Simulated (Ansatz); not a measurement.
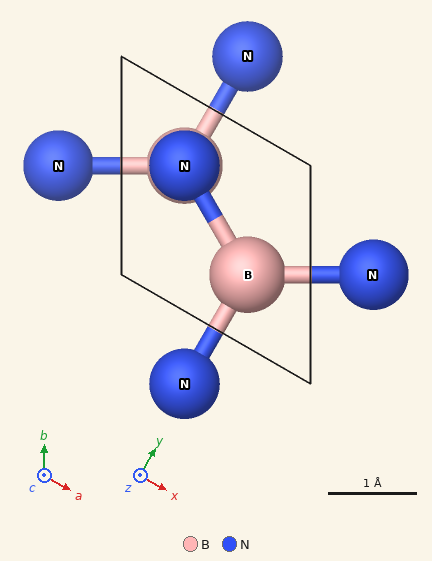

Energy scan for crystalline BN (P6_3/mmc), in which the cell is strained along x and oppositely along y, with the atoms kept at their fractional coordinates. x, y and z are the Cartesian axes of the input. The picture shows the reference cell. Style: ball-and-stick. Shown: the cell of the calculation, repeated 1 × 1 × 1 with one cell outlined, along the c axis.

These are results of DFT PBEsol, scalar-relativistic, plane waves, PAW in Ansatz 0.2.0, not measurements. Set-up: plane-wave cutoff 420 eV; k-point mesh 12 × 12 × 4; occupations gaussian; smearing width 0.05 eV; no spin polarisation. Energies (free energies at the smearing named) are counted from the cell as listed in its source, which wasn't relaxed.

```
B N
1.0
     2.50399    0.00000    0.00000
    -1.25200    2.16852    0.00000
     0.00000    0.00000    6.66120
B N
2 2
Cartesian
  0.0000 1.4457 1.6653
  1.2520 0.7228 4.9959
  0.0000 1.4457 4.9959
  1.2520 0.7228 1.6653
```

Predict the energy profile (the strain: −0.040, −0.030, −0.020, −0.010, 0.000, 0.010, 0.020, 0.030, 0.035, 0.040).

Answer.
| strain | E − E(ref) (meV/atom) |
| --- | --- |
| −0.040 | 67.1 |
| −0.030 | 37.7 |
| −0.020 | 16.7 |
| −0.010 | 4.2 |
| 0.000 | 0.0 |
| 0.010 | 4.2 |
| 0.020 | 16.8 |
| 0.030 | 37.9 |
| 0.035 | 51.7 |
| 0.040 | 67.6 |

Of the computed points the lowest is at the strain 0.00, 0.0 meV/atom. The curvature at zero strain, (1/V) d²E/dε², is about 1500 GPa; it is C₁₁ + C₂₂ − 2C₁₂ with clamped ions. The distortion takes the space group from P6_3/mmc to Cmcm. At the strain −0.04 the cell of the drawing goes a 2.504 → 2.404 Å, b 2.504 → 2.556 Å, γ 120.0° → 118.1°.

The computed profile:

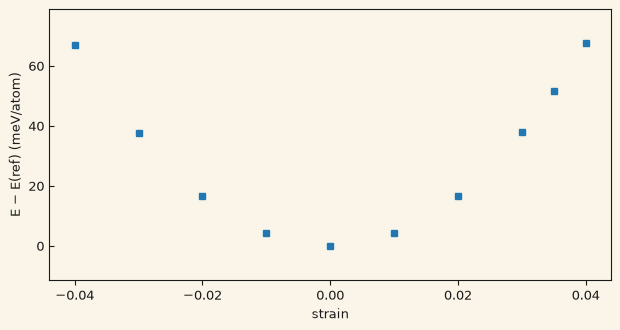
